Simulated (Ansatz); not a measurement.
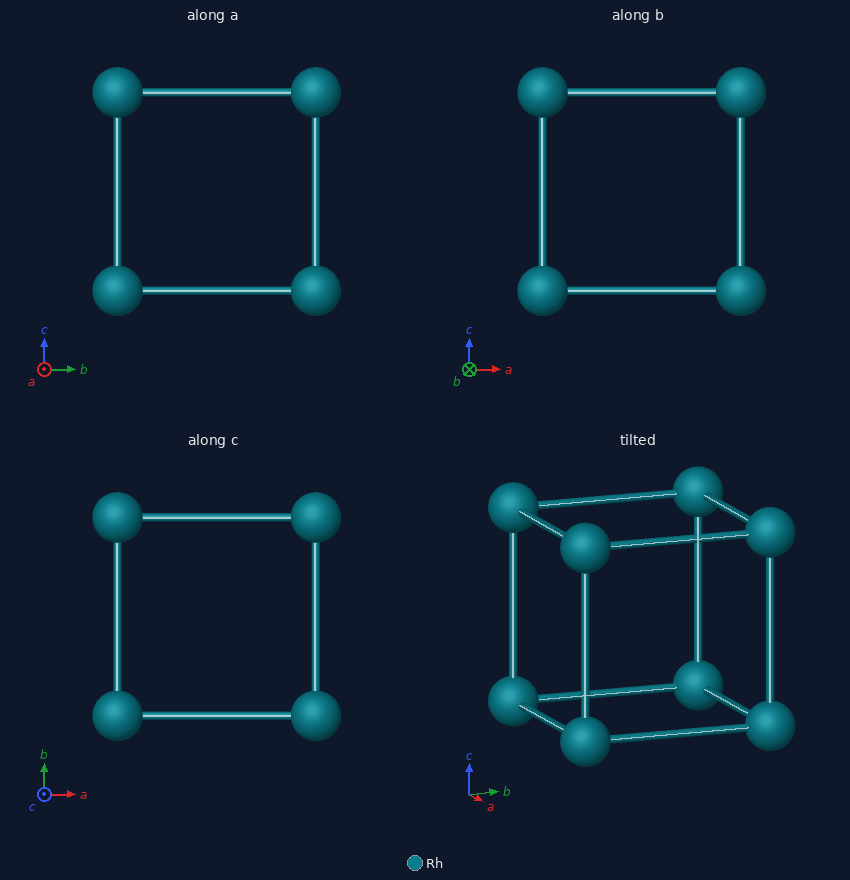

The image is a ball-and-stick drawing of a crystal, viewed along the a axis, along the b axis, along the c axis and slightly off an axis. The edges of the conventional unit cell are marked.

Lattice parameters: a = 2.5778 Å, b = 2.5778 Å, c = 2.5778 Å, α = 90.000°, β = 90.000°, γ = 90.000°.

Transcribe the picture into a CIF with its space group and independent sites.

Answer.
```cif
data_structure
_symmetry_space_group_name_H-M 'P m -3 m'
_symmetry_Int_Tables_number 221
_cell_length_a 2.5778
_cell_length_b 2.5778
_cell_length_c 2.5778
_cell_angle_alpha 90.000
_cell_angle_beta 90.000
_cell_angle_gamma 90.000
_cell_volume 17.13
loop_
_atom_site_label
_atom_site_type_symbol
_atom_site_symmetry_multiplicity
_atom_site_Wyckoff_symbol
_atom_site_fract_x
_atom_site_fract_y
_atom_site_fract_z
_atom_site_occupancy
Rh1 Rh 1 a 0.0000 0.0000 0.0000 1
```

It goes back to a structure type filled with this element by a generator (whether the element takes this form wasn't checked). Earlier steps of the study may have refined or changed the cell and positions. A calculation with Ansatz used it as input.

At this level of theory the cell isn't at rest (stretched, at -13 GPa), so its distances can differ from those at equilibrium, the more so the softer the solid.
